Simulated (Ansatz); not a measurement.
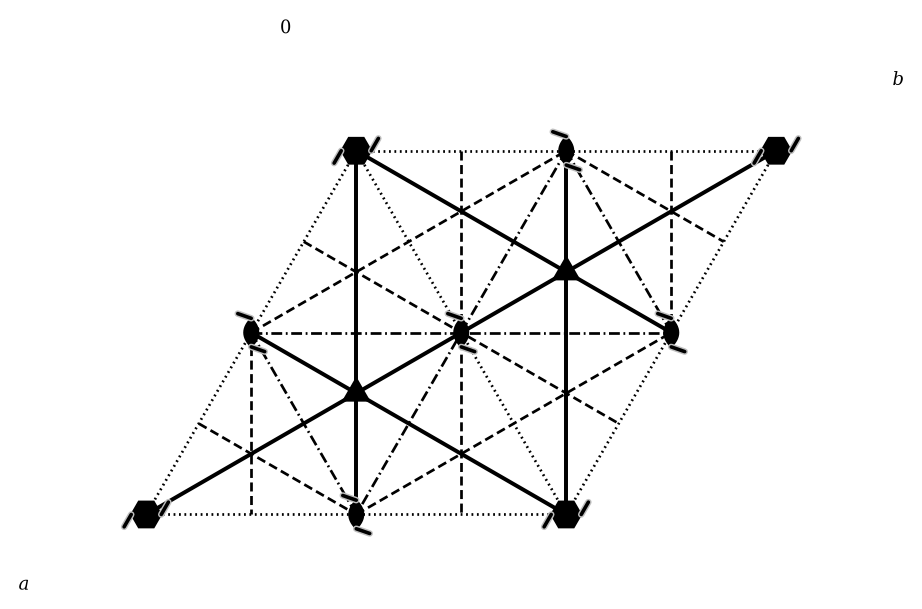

Symmetry elements of a space group, projected down c, computed from the operations of a computed or model structure of composition HfN, which need not be its known form.

Symbols follow the International Tables: origin at the upper left, the third axis towards the viewer; heavy, dashed, dotted, dash-dotted and dash-dot-dot lines are mirror, in-plane glide, out-of-plane glide, diagonal (n; with arrows d) and double (e) glide planes seen edge on; arrows at the rim are 2 (full head) and 2₁ (half head) axes in the plane; the corner sign is a plane parallel to the page; fractions are heights. Handed screw axes carry their printed symbol instead of tails.

Identify the space group.

Answer. No. 186, P6_3mc; primitive hexagonal, point group 6mm, 12 general positions a cell.

List the elements shown.

Answer. 6₃ axes along c at (0, 0); 3 axes along c at (1/3, 2/3), (2/3, 1/3); 2₁ axes along c at (0, 1/2), (1/2, 0), (1/2, 1/2); mirror planes holding c and [1 2 0] or [2 1 0] or [−1 1 0]; in-plane glide planes holding c and [1 2 0] or [2 1 0] or [−1 1 0]; c glide planes normal to a*, at x = 0; n glide planes normal to a*, at x = 1/2; c glide planes normal to b*, at y = 0; n glide planes normal to b*, at y = 1/2; c glide planes holding c and [1 1 0]; diagonal glide planes holding c and [1 1 0]. Heights repeat every half period; positions are (a, b) fractions, modulo 1.
